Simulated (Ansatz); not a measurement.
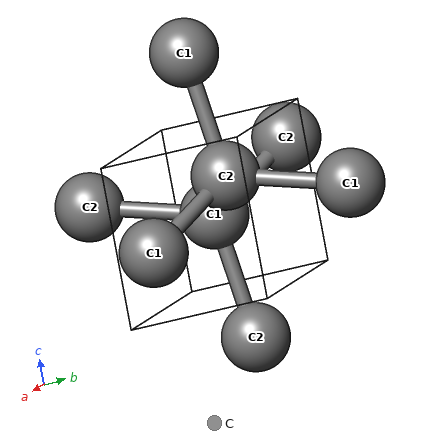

The system is C (Fd-3m, No. 227; 2 atoms in the cell); the picture shows the reference structure. The energy is mapped over two homogeneous strains (x, y and z along the cube axes). Coordinates scanned: (1) strain +e along x and -e along y; (2) strain +e along z and -e/2 along x and y. Nothing is relaxed (symmetry fixes all fractional coordinates). The grid has 9 × 9 points; 45 points were computed and 36 follow by symmetry. Points are written as (first, second). Energies are in meV/atom, from the lowest grid point. The band gap closes in part of the range. Theory: Ansatz 0.2.0, DFT PBE, scalar-relativistic, plane waves, PAW. Settings: cutoff 520 eV, k-mesh 12×12×12, gaussian smearing 0.05 eV, no spin polarisation.

Its coordinates:

```
CELL_PARAMETERS angstrom
0.00000 1.78584 1.78584
1.78584 0.00000 1.78584
1.78584 1.78584 0.00000
ATOMIC_POSITIONS crystal
C 0.50000 0.50000 0.50000
C 0.75000 0.75000 0.75000
```

Range: strain +e along x and -e along y from −15.00 to 15.00 %; strain +e along z and -e/2 along x and y from −7.00 to 7.00 %.

**What landscape does the calculation give?**

The lowest grid point is at (0.00 %, 0.00 %). It is the only kind of minimum in the scanned range. The highest grid point, (−15.00 %, −7.00 %), lies 927 meV/atom above the lowest. Round the minimum the two coordinates are nearly uncoupled.

```tsv
second ↓, first →	−15.00	−11.25	−7.50	−3.75	0.00	3.75	7.50	11.25	15.00
7.00	764	491	289	166	125	166	289	491	764
5.25	732	449	239	112	70	112	239	449	732
3.50	717	422	205	74	31	74	205	422	717
1.75	716	410	187	53	8	53	187	410	716
0.00	731	414	185	46	0	46	185	414	731
−1.75	760	433	197	55	7	55	197	433	760
−3.50	802	466	224	78	30	78	224	466	802
−5.25	858	514	266	116	66	116	266	514	858
−7.00	927	575	321	168	116	168	321	575	927
```

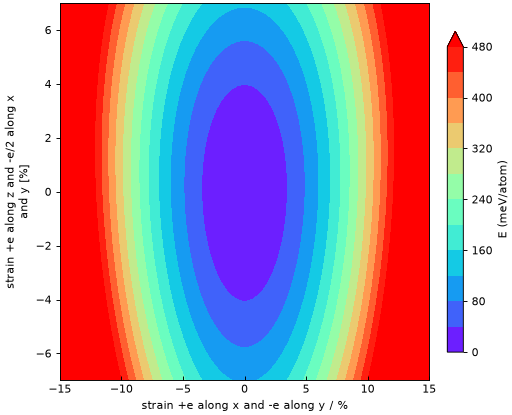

Drawn: filled contours, one colour for all values above the top of the scale. Between grid points the surface is interpolated.

Each point was launched as `ansatz run input.yaml --threads 1 --pin off --max-ram 2048MiB --backend cpu --events-out ev --progress --plain --runs-dir out`. The whole map (45 points run) took 110 s on 1 thread of Arm Neoverse V1 (shared host).

PAW datasets: the set soft_1.
